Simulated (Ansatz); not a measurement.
# Run report: SnGe2, single-point calculation (part 2 of 2)

The same run, continued: SnGe2 (P-3m1, 6 atoms in the cell); DFT, HSE06, plane waves, PAW, no spin polarisation (Ansatz 0.2.0); cutoff 420 eV, 6×6×2 k-mesh, Fermi–Dirac smearing of 0.02 eV. The structure was built on a prototype by a generator. The geometry comes from this level: r2SCAN.

File bands.tsv, continued
```
# largest_residual_norms_ev = 4.138e-4 4.295e-4 4.952e-4 4.823e-4 4.839e-4 6.610e-4 6.657e-4 4.080e-4 4.173e-4 4.492e-4 3.392e-4 4.176e-4 3.548e-4 3.251e-4 2.891e-4 2.794e-4 2.795e-4 3.242e-4 3.244e-4 2.828e-4 1.925e-4 1.928e-4 2.513e-4 2.618e-4 1.863e-4 1.881e-4 1.416e-4 1.417e-4 1.111e-4 1.461e-4 6.018e-4 4.144e-4 4.051e-4 5.778e-4 8.348e-4 5.248e-4 8.803e-4 5.268e-4 1.014e-3 1.002e-3 9.583e-4 1.136e-3 9.295e-4 9.101e-4 1.108e-3 1.221e-3 1.308e-3
0.000000	-28.371104	-28.371104	-28.367454	-28.365873	-28.365873	-28.328131	-28.328131	-28.310132	-28.310132	-28.303060	-28.293295	-28.210739	-28.210739	-28.196404	-28.196404	-28.187645	-28.187645	-28.153789	-28.153789	-28.147554	-23.929866	-23.929866	-23.741655	-23.741655	-23.693849	-23.528065	-23.404159	-23.404159	-23.301685	-23.301685	-13.502984	-12.289455	-11.485026	-6.768458	-6.265898	-1.916315	-1.916315	-1.282773	-1.282773	-1.002757	-0.728294	-0.186763	0.510998	0.510998	1.875119	2.650151	2.650151
0.858239	-28.402452	-28.389459	-28.389049	-28.371981	-28.358439	-28.336194	-28.304223	-28.302477	-28.292472	-28.282041	-28.252833	-28.242912	-28.240468	-28.199251	-28.198150	-28.192185	-28.170715	-28.156495	-28.148435	-28.114086	-23.919015	-23.782100	-23.742530	-23.695288	-23.585648	-23.546571	-23.506724	-23.469988	-23.421913	-23.296086	-11.561083	-10.838040	-9.539506	-9.052700	-8.093562	-7.153507	-3.489219	-3.380030	-3.345988	-3.224478	-2.472533	-1.454198	0.743546	0.854800	1.282663	2.283021	3.562519
1.353743	-28.407633	-28.407633	-28.401188	-28.356288	-28.356288	-28.321138	-28.286330	-28.286330	-28.273603	-28.272805	-28.258272	-28.258272	-28.244235	-28.234360	-28.234360	-28.180425	-28.180425	-28.134784	-28.134784	-28.113271	-23.927400	-23.740843	-23.740843	-23.621784	-23.602447	-23.602447	-23.526019	-23.456039	-23.456039	-23.290775	-10.963093	-10.246170	-10.246170	-8.671229	-7.728740	-7.728740	-4.761274	-4.761274	-4.184940	-2.527578	-2.527578	-2.501660	1.497640	1.531611	1.531611	5.183146	5.384285
2.389186	-28.371098	-28.371098	-28.367454	-28.365877	-28.365877	-28.328126	-28.328126	-28.310127	-28.310127	-28.303073	-28.293289	-28.210737	-28.210737	-28.196406	-28.196406	-28.187638	-28.187638	-28.153789	-28.153789	-28.147560	-23.929863	-23.929863	-23.741655	-23.741655	-23.693854	-23.528062	-23.404152	-23.404152	-23.301685	-23.301685	-13.420117	-12.638981	-10.994218	-8.048338	-3.722863	-3.479022	-1.955877	-1.955877	-1.172849	-1.172849	-0.463388	-0.056434	0.315951	0.315951	2.886627	3.194742	3.194742
3.247425	-28.402452	-28.389469	-28.389047	-28.371971	-28.358432	-28.336220	-28.304226	-28.302481	-28.292458	-28.282040	-28.252822	-28.242914	-28.240463	-28.199250	-28.198147	-28.192186	-28.170717	-28.156500	-28.148436	-28.114088	-23.919017	-23.782100	-23.742529	-23.695285	-23.585651	-23.546570	-23.506722	-23.469989	-23.421912	-23.296091	-11.572251	-10.692229	-10.037291	-8.400989	-8.199038	-7.281816	-3.935091	-3.893774	-3.408303	-2.709065	-1.700058	-1.222578	0.075692	0.783654	1.814844	2.462842	2.852427
3.742929	-28.407635	-28.407635	-28.401188	-28.356292	-28.356292	-28.321132	-28.286312	-28.286312	-28.273603	-28.272808	-28.258273	-28.258273	-28.244236	-28.234375	-28.234375	-28.180420	-28.180420	-28.134787	-28.134787	-28.113272	-23.927399	-23.740846	-23.740846	-23.621784	-23.602449	-23.602449	-23.526024	-23.456038	-23.456038	-23.290782	-10.960779	-10.242945	-10.242945	-8.686360	-7.762833	-7.762833	-4.485963	-4.485963	-3.759250	-3.172539	-3.015473	-3.015473	2.880448	2.880448	3.243008	3.265104	3.757587
4.589647	-28.379954	-28.374929	-28.368389	-28.368291	-28.362696	-28.324425	-28.323216	-28.309487	-28.305691	-28.300704	-28.290605	-28.218387	-28.217564	-28.198528	-28.195404	-28.186771	-28.183485	-28.155137	-28.152606	-28.141301	-23.929384	-23.921831	-23.739688	-23.731614	-23.687854	-23.532829	-23.413081	-23.408447	-23.310422	-23.300409	-13.316061	-12.531104	-10.875994	-8.054090	-4.075263	-3.796480	-2.621059	-2.157832	-1.921012	-1.393942	-0.561019	0.153050	0.429334	0.924006	2.271799	3.041367	3.141220
```

File rho_z.tsv
```
# z_ang	rho[e/angstrom^3]
# format = ansatz-planar-average/11
# lattice	4.226794608	0.000000000	0.000000000
# lattice	-2.113397304	3.660511507	0.000000000
# lattice	0.000000000	0.000000000	10.469434687
# sites	6
# site	32	0.000000000	2.440341005	7.203113672
# site	32	0.000000000	0.000000000	3.997158854
# site	50	2.113397304	1.220170502	0.620949028
# site	32	0.000000000	0.000000000	6.472275833
# site	32	2.113397304	1.220170502	3.266321015
# site	50	0.000000000	2.440341005	9.848485659
0.000000	5.029314e-1
0.145409	5.524521e-1
0.290818	6.809702e-1
0.436226	8.268471e-1
0.581635	9.033031e-1
0.727044	8.523237e-1
0.872453	6.900814e-1
1.017862	4.893082e-1
1.163271	3.185334e-1
1.308679	2.050636e-1
1.454088	1.414478e-1
1.599497	1.090703e-1
1.744906	9.328119e-2
1.890315	8.678487e-2
2.035723	8.686413e-2
2.181132	9.309554e-2
2.326541	1.062127e-1
2.471950	1.298607e-1
2.617359	1.750642e-1
2.762767	2.710791e-1
2.908176	4.894072e-1
3.053585	8.833547e-1
3.198994	1.271411e0
3.344403	1.303674e0
3.489812	1.025085e0
3.635220	8.652889e-1
3.780629	1.038742e0
3.926038	1.311212e0
4.071447	1.257710e0
4.216856	8.606753e-1
4.362264	4.740614e-1
4.507673	2.644474e-1
4.653082	1.733471e-1
4.798491	1.309773e-1
4.943900	1.095852e-1
5.089309	9.865417e-2
5.234717	9.519255e-2
5.380126	9.865417e-2
5.525535	1.095852e-1
5.670944	1.309773e-1
5.816353	1.733471e-1
5.961761	2.644474e-1
6.107170	4.740614e-1
6.252579	8.606753e-1
6.397988	1.257710e0
6.543397	1.311212e0
6.688805	1.038742e0
6.834214	8.652889e-1
6.979623	1.025085e0
7.125032	1.303674e0
7.270441	1.271411e0
7.415850	8.833547e-1
7.561258	4.894072e-1
7.706667	2.710791e-1
7.852076	1.750642e-1
7.997485	1.298607e-1
8.142894	1.062127e-1
8.288302	9.309554e-2
8.433711	8.686413e-2
8.579120	8.678487e-2
8.724529	9.328119e-2
8.869938	1.090703e-1
9.015347	1.414478e-1
9.160755	2.050636e-1
9.306164	3.185334e-1
9.451573	4.893082e-1
9.596982	6.900814e-1
9.742391	8.523237e-1
9.887799	9.033031e-1
10.033208	8.268471e-1
10.178617	6.809702e-1
10.324026	5.524521e-1
```

File v_z.tsv
```
# z_ang	v_es[eV]	v_tot[eV]
# format = ansatz-planar-average/11
# xc	hse06
# density_cutoff_ev	1680
# datasets	Ge=:simpson_from_first_knot:soft:fock:shift=0	Sn=:simpson_from_first_knot:soft:fock:shift=0
# lattice	4.226794608	0.000000000	0.000000000
# lattice	-2.113397304	3.660511507	0.000000000
# lattice	0.000000000	0.000000000	10.469434687
# sites	6
# site	32	0.000000000	2.440341005	7.203113672
# site	32	0.000000000	0.000000000	3.997158854
# site	50	2.113397304	1.220170502	0.620949028
# site	32	0.000000000	0.000000000	6.472275833
# site	32	2.113397304	1.220170502	3.266321015
# site	50	0.000000000	2.440341005	9.848485659
0.000000	2.066119e0	-7.349472e0
0.145409	2.694215e0	-6.785946e0
0.290818	4.227478e0	-5.412391e0
0.436226	5.842066e0	-3.911979e0
0.581635	6.842736e0	-2.842534e0
0.727044	7.090074e0	-2.291030e0
0.872453	6.781027e0	-2.069073e0
1.017862	6.308621e0	-1.843341e0
1.163271	6.135444e0	-1.259122e0
1.308679	6.564270e0	-1.305463e-1
1.454088	7.559845e0	1.390566e0
1.599497	8.735109e0	2.853075e0
1.744906	9.613855e0	3.871449e0
1.890315	1.004905e1	4.378396e0
2.035723	1.013245e1	4.465499e0
2.181132	9.881263e0	4.134696e0
2.326541	9.238093e0	3.297110e0
2.471950	8.101590e0	1.833453e0
2.617359	6.647967e0	-6.316974e-2
2.762767	5.153618e0	-2.098161e0
2.908176	3.714419e0	-4.092883e0
3.053585	2.317909e0	-5.985034e0
3.198994	9.238684e-1	-7.784188e0
3.344403	-2.700869e-1	-9.276826e0
3.489812	-1.002405e0	-1.022091e1
3.635220	-1.233898e0	-1.053228e1
3.780629	-9.919482e-1	-1.019887e1
3.926038	-2.461028e-1	-9.233131e0
4.071447	9.565159e-1	-7.723916e0
4.216856	2.348763e0	-5.919468e0
4.362264	3.745729e0	-4.023086e0
4.507673	5.191359e0	-2.026964e0
4.653082	6.689909e0	-1.029658e-2
4.798491	8.134210e0	1.833098e0
4.943900	9.236151e0	3.212197e0
5.089309	9.829762e0	3.970142e0
5.234717	1.001272e1	4.210545e0
5.380126	9.829762e0	3.970142e0
5.525535	9.236151e0	3.212197e0
5.670944	8.134210e0	1.833098e0
5.816353	6.689909e0	-1.029658e-2
5.961761	5.191359e0	-2.026964e0
6.107170	3.745729e0	-4.023086e0
6.252579	2.348763e0	-5.919468e0
6.397988	9.565159e-1	-7.723916e0
6.543397	-2.461028e-1	-9.233131e0
6.688805	-9.919482e-1	-1.019887e1
6.834214	-1.233898e0	-1.053228e1
6.979623	-1.002405e0	-1.022091e1
7.125032	-2.700869e-1	-9.276826e0
7.270441	9.238684e-1	-7.784188e0
7.415850	2.317909e0	-5.985034e0
7.561258	3.714419e0	-4.092883e0
7.706667	5.153618e0	-2.098161e0
7.852076	6.647967e0	-6.316974e-2
7.997485	8.101590e0	1.833453e0
8.142894	9.238093e0	3.297110e0
8.288302	9.881263e0	4.134696e0
8.433711	1.013245e1	4.465499e0
8.579120	1.004905e1	4.378396e0
8.724529	9.613855e0	3.871449e0
8.869938	8.735109e0	2.853075e0
9.015347	7.559845e0	1.390566e0
9.160755	6.564270e0	-1.305463e-1
9.306164	6.135444e0	-1.259122e0
9.451573	6.308621e0	-1.843341e0
9.596982	6.781027e0	-2.069073e0
9.742391	7.090074e0	-2.291030e0
9.887799	6.842736e0	-2.842534e0
10.033208	5.842066e0	-3.911979e0
10.178617	4.227478e0	-5.412391e0
10.324026	2.694215e0	-6.785946e0
```

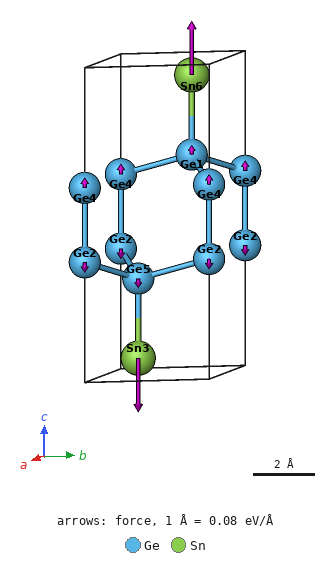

**Figure 1.** Forces on the atoms as pink arrows (ball-and-stick view of the cell of the calculation, seen slightly off an axis; atoms are numbered from 1 in the order of the input). The largest act on Sn3, Sn6 (0.15 eV/Å). The geometry is not a stationary point of this energy.

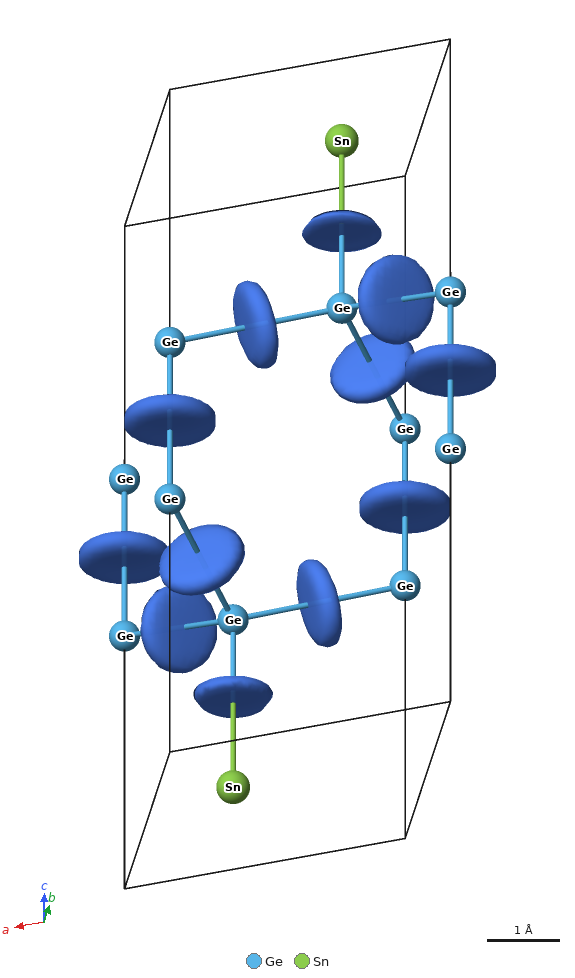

**Figure 2.** Isosurface of the electron localisation function at 0.7 (blue), seen at an oblique angle. Only the valence region is drawn (cores and ρ < 0.01 e/Å³ removed). Sticks mark near contacts. The outline is the cell set on symmetry axes. The ELF exceeds this value in seven regions between bonded Ge–Ge atoms (shared pairs) and two regions between bonded Ge–Sn atoms (shared pairs), counted in one cell of 6 atoms.  Values along the shortest contacts: Ge–Ge (2.48 Å): the ELF peaks at about 0.80 between the atoms, as expected for localised, shared-pair bonding. The fields are those of the smooth PAW valence density.

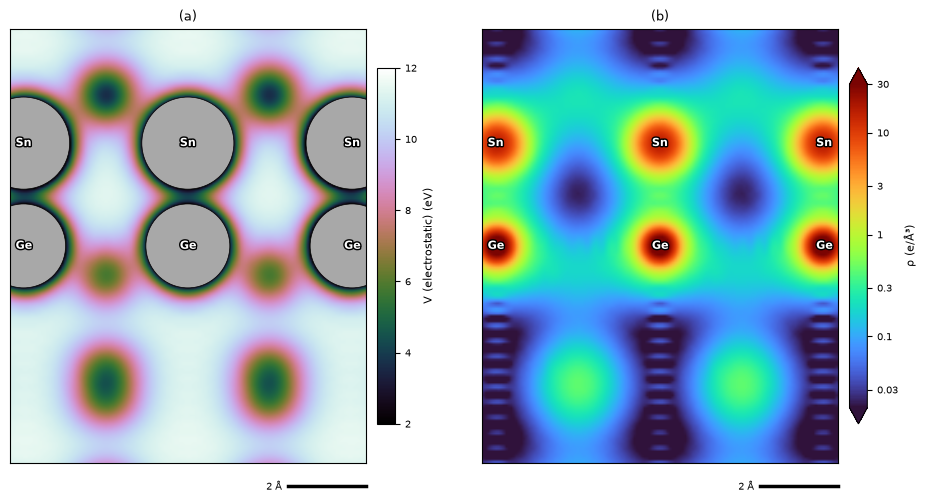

**Figure 3.** (a) electrostatic potential energy of an electron; (b) valence pseudo-density on the (100) plane of the conventional cell. Grey discs, where drawn, cover atomic cores. The section cuts through Ge and Sn sites. Sn–Ge (2.65 Å): the density is about 0.47 e/Å³ at the midpoint, with its minimum of 0.41 e/Å³ about 1.5 Å from Sn. The density dies away to nearly zero in the voids. Outside the cores the potential energy rises away from the atoms and is highest about 2.7 Å from the nearest atoms; outside the discs it spans about 9 eV, and its zero is arbitrary.

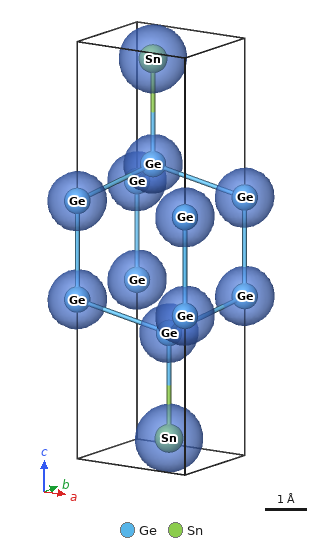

**Figure 4.** Isosurface of the valence electron density at 1 e/Å³ (blue), seen slightly off an axis. Sticks mark near contacts. The outline is the cell set on symmetry axes. At this value the density breaks into separate islands; it holds about 70 % of the electrons treated as valence (semicore included). It is pinched off along the Ge–Ge (2.48 Å), Sn–Ge (2.65 Å), Sn–Sn (2.74 Å) and Ge–Ge (2.55 Å) contacts. On the grid the lowest density along these lines, outside the cores, is 0.49 e/Å³ (Ge–Ge, 2.48 Å), 0.41 e/Å³ (Sn–Ge, 2.65 Å), 0.41 e/Å³ (Sn–Sn, 2.74 Å) and 0.45 e/Å³ (Ge–Ge, 2.55 Å).

This output came from the following input.

The input
```yaml
crystal:
  lattice:
    - [4.2267946078, 0.0, 0.0]
    - [-2.1133973039, 3.6605115069, 0.0]
    - [0.0, 0.0, 10.4694346866]
  atoms:
    - { symbol: Ge, position: [0.3333333333, 0.6666666667, 0.6880136213] }
    - { symbol: Ge, position: [0.0, 0.0, 0.3817931888] }
    - { symbol: Sn, position: [0.6666666667, 0.3333333333, 0.0593106549] }
    - { symbol: Ge, position: [0.0, 0.0, 0.6182068112] }
    - { symbol: Ge, position: [0.6666666667, 0.3333333333, 0.3119863787] }
    - { symbol: Sn, position: [0.3333333333, 0.6666666667, 0.9406893451] }
kpoints:
  mp_grid: { grid: [6, 6, 2] }
  band_path:
    path:
      - [0.0, 0.0, 0.0]
      - [0.5, 0.0, 0.0]
      - [0.3333333333, 0.3333333333, 0.0]
      - [0.0, 0.0, 0.5]
      - [0.5, 0.0, 0.5]
      - [0.3333333333, 0.3333333333, 0.5]
      - [0.1, 0.0, 0.5]
    npoints: 1
hamiltonian:
  xc: hse06
scf:
  occupations: { method: fermi_dirac, width: 0.02 }
  n_extra_bands: 5
output:
  forces: true
  stress: true
  eigenvalues: true
  write_density: true
  write_potential: true
  elf: true
  volumetric_format: npy
```

Command:
```bash
ansatz run input.yaml --threads 4 --pin off --max-ram 6451MiB --backend cpu --events-out ev --progress --plain --runs-dir out
```

Key numbers

- outcome: converged
- space group (tolerance 0.01 Å): P-3m1 (164)
- electrons treated: 84
- free energy: −29239.4579 eV
- Fermi energy: 7.987 eV
- band gap: 0.13 eV by band count, under the smearing
- pressure: −0.10 GPa
- largest force (length of the vector): 0.145 eV/Å
- hardware: 4 threads of Arm Neoverse V1, 24 GiB of memory available, shared host
- wall time: 2.7 min (CPU time 10 min)
- peak memory: 3.3 GiB

Remarks

The program warns: the exchange loop's threshold is looser than advised for the stress; the SCF threshold is looser than advised for the printed stress.
